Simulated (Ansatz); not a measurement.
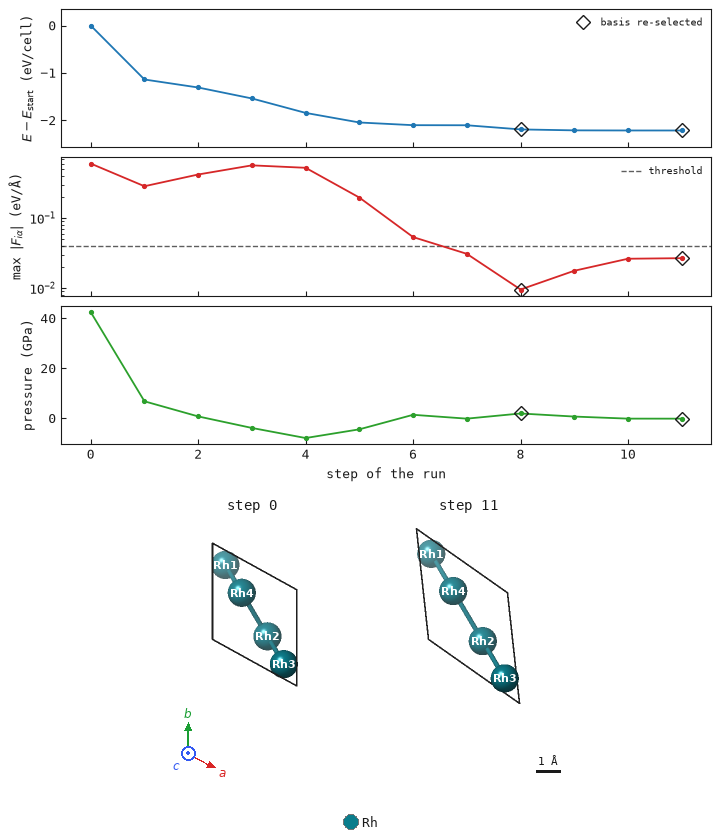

First and last geometry of a relaxation of a crystal of Rh (built on the alpha-gallium_64 type) (coarse preliminary run), with the history of the run. Style: ball-and-stick. Shown: the cell of the calculation, along the c axis.

Case: alpha-gallium type (Cmce, No. 64).

The calculation used Ansatz 0.2.0, DFT PBE, scalar-relativistic, plane waves, PAW. Settings: plane-wave cutoff 420 eV; k-point mesh 6 × 6 × 4; occupations gaussian; smearing width 0.1 eV; no spin polarisation; cell and atoms relaxed; force threshold 0.04 eV/Å; at most 70 steps.

What do the curves and the structures tell?

It converged. The largest moves relative to the cell, 0.31 Å, are those of Rh1, Rh2, Rh3 and Rh4. Rh2 goes roughly along [0 1 3]. Cell: a = b 4.025 → 4.657 Å (+15.7 %), c 4.096 → 3.812 Å (−6.9 %), γ 118.9° → 131.3°. Volume +6.8 %. Near-neighbour distances that change, for instance: Rh1–Rh2 3.380 → 2.704 Å, Rh1–Rh3 2.210 → 2.434 Å, Rh1–Rh2 (another image) 2.481 → 2.704 Å, Rh1–Rh4 2.454 → 2.627 Å. New bonds form: Rh1–Rh2 (3.38 → 2.70 Å), Rh3–Rh4 (3.38 → 2.70 Å). The space group (tolerance 0.01 Å) goes from Cmce (No. 64) to Fmmm (No. 69). Over 9 accepted moves (11 points after the start) the energy falls by 2.215 eV per cell of the calculation. The largest force component goes from 0.6 to 0.027 eV/Å. The pressure goes from 42.49 to −0.16 GPa. At 2 points the geometry stayed and the basis and grid were re-selected for the new cell (energy shift of 87.7 meV per cell of the calculation at most each time).

```json
{"step": "0", "E − E(0), meV/atom": "0.00", "largest force component, eV/Å": "0.6010", "pressure, GPa": "42.49", "volume, Å³/atom": "14.521", "note": ""}
{"step": "1", "E − E(0), meV/atom": "-284.69", "largest force component, eV/Å": "0.2852", "pressure, GPa": "6.79", "volume, Å³/atom": "16.355", "note": ""}
{"step": "2", "E − E(0), meV/atom": "-326.92", "largest force component, eV/Å": "0.4194", "pressure, GPa": "0.74", "volume, Å³/atom": "16.674", "note": ""}
{"step": "3", "E − E(0), meV/atom": "-384.78", "largest force component, eV/Å": "0.5668", "pressure, GPa": "-3.87", "volume, Å³/atom": "16.680", "note": ""}
{"step": "4", "E − E(0), meV/atom": "-460.95", "largest force component, eV/Å": "0.5230", "pressure, GPa": "-7.91", "volume, Å³/atom": "16.429", "note": ""}
{"step": "5", "E − E(0), meV/atom": "-511.52", "largest force component, eV/Å": "0.1965", "pressure, GPa": "-4.43", "volume, Å³/atom": "15.581", "note": ""}
{"step": "6", "E − E(0), meV/atom": "-525.73", "largest force component, eV/Å": "0.0535", "pressure, GPa": "1.39", "volume, Å³/atom": "15.344", "note": ""}
{"step": "7", "E − E(0), meV/atom": "-526.15", "largest force component, eV/Å": "0.0309", "pressure, GPa": "-0.15", "volume, Å³/atom": "15.454", "note": ""}
{"step": "8", "E − E(0), meV/atom": "-548.08", "largest force component, eV/Å": "0.0095", "pressure, GPa": "1.91", "volume, Å³/atom": "15.454", "note": "same geometry, new basis"}
{"step": "9", "E − E(0), meV/atom": "-553.08", "largest force component, eV/Å": "0.0177", "pressure, GPa": "0.68", "volume, Å³/atom": "15.470", "note": ""}
{"step": "10", "E − E(0), meV/atom": "-553.68", "largest force component, eV/Å": "0.0263", "pressure, GPa": "-0.15", "volume, Å³/atom": "15.512", "note": ""}
{"step": "11", "E − E(0), meV/atom": "-553.76", "largest force component, eV/Å": "0.0267", "pressure, GPa": "-0.16", "volume, Å³/atom": "15.512", "note": "same geometry, new basis"}
```

Limits of the set-up: the k-point mesh is coarse for a cell with partly filled bands.
